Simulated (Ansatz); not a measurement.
# Bi: what the electrons do

Space group P2/m; the calculation finds a residual pressure of about 2 GPa at this fixed cell. The cell comes from a database of computed structures, not from a measurement.

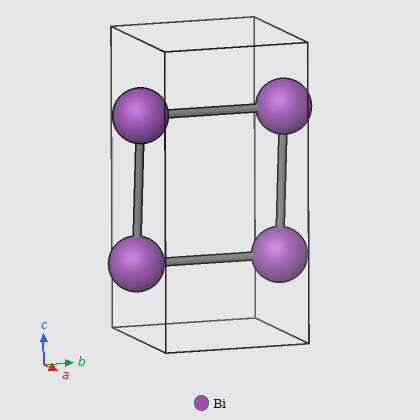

The conventional cell.

```
Bi
1.0
     3.23838    0.00000    0.00000
     0.00000    3.22164    0.00000
    -0.08045    0.00000    6.44389
Bi
2
Direct
  0.45575 0.00000 0.25042
  0.54425 0.00000 0.74958
```

Level of theory: DFT PBE, scalar-relativistic, plane waves, PAW in Ansatz.

Core electrons are frozen (PAW), so the maps are meaningful between the atoms, not at the nuclei.

### 1. Bonding charge

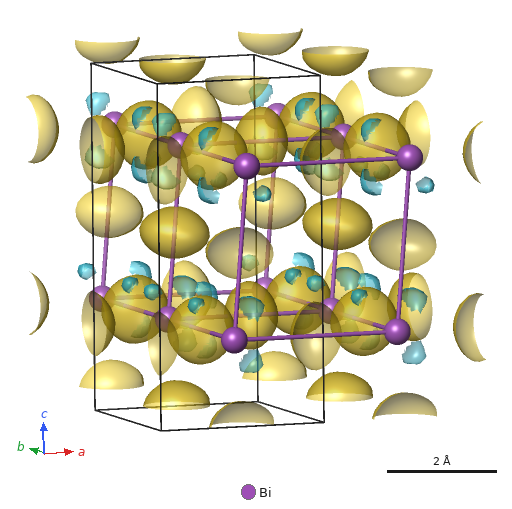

Bonding charge density, ρ(crystal) − Σ ρ(neutral atoms): yellow surfaces at +0.015 and cyan ones at −0.015 e/Å³, in the conventional cell, repeated, seen at an oblique angle (the regions close to the nuclei are left out). Cores are masked to 0.9 Å (Bi).

**Describe the bonding charge.**

Bi–Bi (3.22 Å): Δρ is +0.03 e/Å³ at the midpoint.
- Over the whole cell, outside the masked cores, the largest gain, 0.04 e/Å³, lies 1.6 Å from a bismuth nucleus, and the largest loss lies at the edge of the masked core of Bi.
- In all about 0.10 e an atom is rearranged against the free atoms.

### 2. Moving an atom

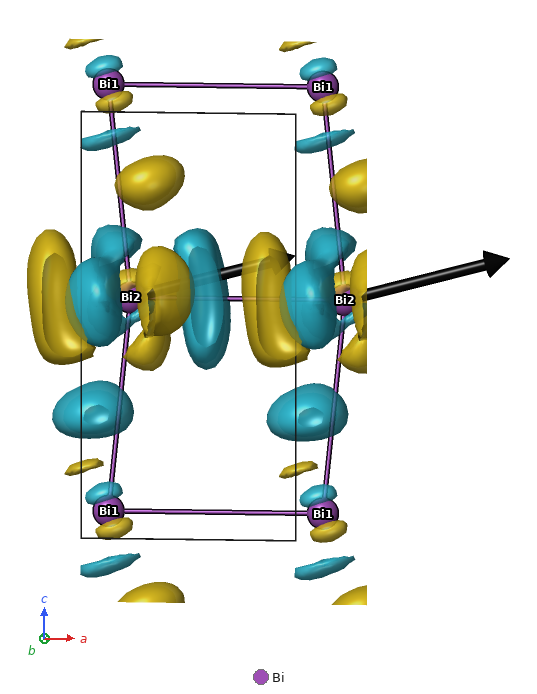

*Bi2 was moved by 0.05 Å roughly along [1 0 0] in the axes of the cell drawn (arrow, not to scale). Change of the density less the rigid motion of the neutral atom's own density: yellow surfaces at +0.001 and cyan ones at −0.001 e/Å³, in the cell of the calculation (origin moved) seen along the b axis.*

**How do the electrons respond beyond following the atom?**

About 0.01 e is rearranged in the cell. Outside the cores the largest gain, 0.003 e/Å³, lies 1.1 Å from a bismuth nucleus, and the largest loss lies there too, on other sides.

**What restoring force does the calculation give for this move?**

The force on it changes by 0.01 eV/Å along the move, against it: a stiffness of about 0.14 eV/Å² for this sublattice shift.

### 3. Change of volume

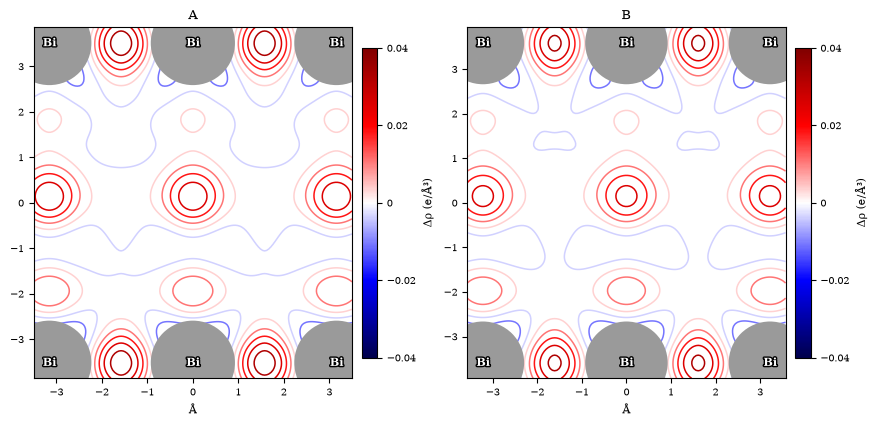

Bi: deformation density on the (101̄) plane of the conventional cell at two volumes, with the same fractional coordinates and one colour scale. Grey discs cover the cores. Panel A has 94 % of the volume of panel B.

**How do bonds, bonding charge and pressure respond to this change of volume?**

From B to A, Bi–Bi goes from 3.22 to 3.16 Å, and Δρ at its midpoint from +0.03 to +0.04 e/Å³. The pressure is 2.2 GPa in B and 6.1 GPa in A. The rearranged charge is 0.10 e an atom in B and 0.10 e in A.

### 4. Putting it together

The two pressures give a mean stiffness −ΔP/Δln V of about 64 GPa over this range, with the atoms held at their fractional positions.

Run times: 43 s (base cell), 59 s (moved atom) and 43 s (scaled cell), on 1 thread of Arm Neoverse N1, on a shared host.
